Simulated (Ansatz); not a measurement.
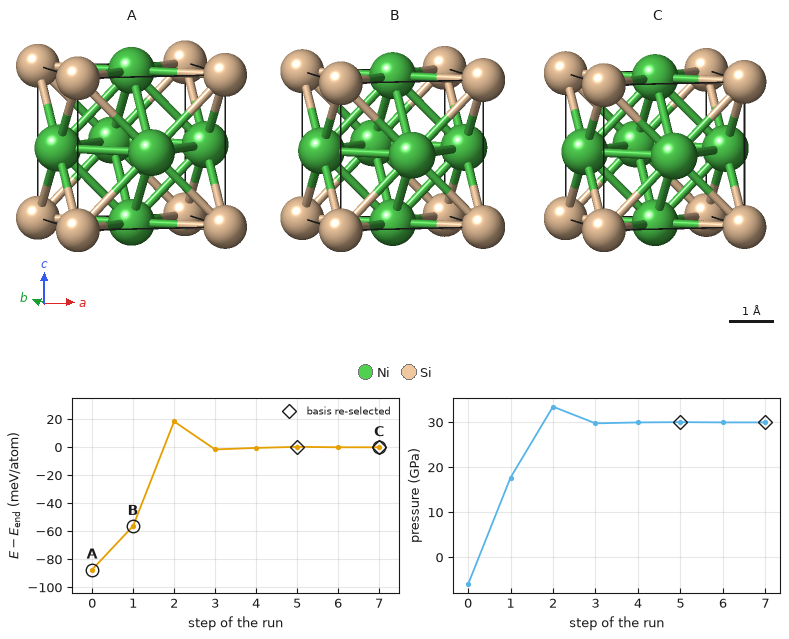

Frames of a relaxation of a crystal of SiNi3 (set up in Pm-3m), marked on the history of the run. Style: ball-and-stick. Shown: the cell of the calculation, from a free direction.

The run lets cell and atoms move.

Level of theory: Kohn-Sham DFT of a periodic cell, PBE, Ansatz PAW in Ansatz 0.2.0.

Input
```yaml
crystal:
  lattice:
    - [3.542, 0.0, 0.0]
    - [0.0, 3.542, 0.0]
    - [0.0, 0.0, 3.542]
  atoms:
    - { symbol: Ni, position: [0.5, 0.5, 0.0], spin: 1.0 }
    - { symbol: Ni, position: [0.5, 0.0, 0.5], spin: 1.0 }
    - { symbol: Ni, position: [0.0, 0.5, 0.5], spin: 1.0 }
    - { symbol: Si, position: [0.0, 0.0, 0.0] }
hamiltonian:
  xc: pbe
  pseudopotentials: { kind: paw }
magnetization:
  spin_polarized: true
kpoints:
  mp_grid: { grid: [8, 8, 8] }
scf:
  occupations: { method: fermi_dirac, width: 0.05 }
output:
  forces: true
  stress: true
  eigenvalues: true
  write_density: true
  write_potential: true
  elf: true
  volumetric_format: npy
relax:
  f_tol: 0.01
  max_steps: 40
  cell: { stress_tol: 0.05, p_target: 30.0 }
```

Run as
```bash
ansatz run input.yaml --threads 2 --pin off --max-ram 5632MiB --backend cpu --events-out ev --progress --plain --runs-dir out
```

> What happens along the run?

The atoms keep their places relative to the cell (all moves are under 0.005 Å). The volume changes by −13.0 %, with a = b = c 3.542 → 3.382 Å (−4.5 %). Among the contacts that change: Ni–Ni 2.505 → 2.391 Å, Ni–Si 2.505 → 2.391 Å. The space group stays Pm-3m (No. 221). The energy rises by 87.3 meV per atom in 5 accepted moves (7 points after the start). With the target pressure of 30 GPa, the enthalpy E + pV changes by −183 meV per atom. All forces vanish by symmetry, so only the cell relaxes. Pressure: −6.02 GPa at the start and 30.00 GPa at the end. At 2 points the geometry stayed and the basis and grid were re-selected for the new cell (energy shift of 0.8 meV per atom at most each time). The program noted that the starting moments weren't kept. From step 0 to 1: volume −9.6 %, energy +31.1 meV per atom. From step 1 to 7: volume −3.7 %, energy +56.2 meV per atom.

| step | E − E(0), meV/atom | pressure, GPa | volume, Å³/atom | note |
| --- | --- | --- | --- | --- |
| 0 | 0.00 | -6.02 | 11.109 |  |
| 1 | 31.11 | 17.73 | 10.044 |  |
| 2 | 105.70 | 33.50 | 9.571 |  |
| 3 | 85.74 | 29.79 | 9.672 |  |
| 4 | 86.83 | 30.00 | 9.666 |  |
| 5 | 87.59 | 30.06 | 9.666 | same geometry, new basis |
| 6 | 87.28 | 30.00 | 9.668 |  |
| 7 | 87.28 | 30.00 | 9.668 | same geometry, new basis |

Limits of the set-up: only the magnetic order of this start and cell was tried (total moment 0.0 μB per cell).
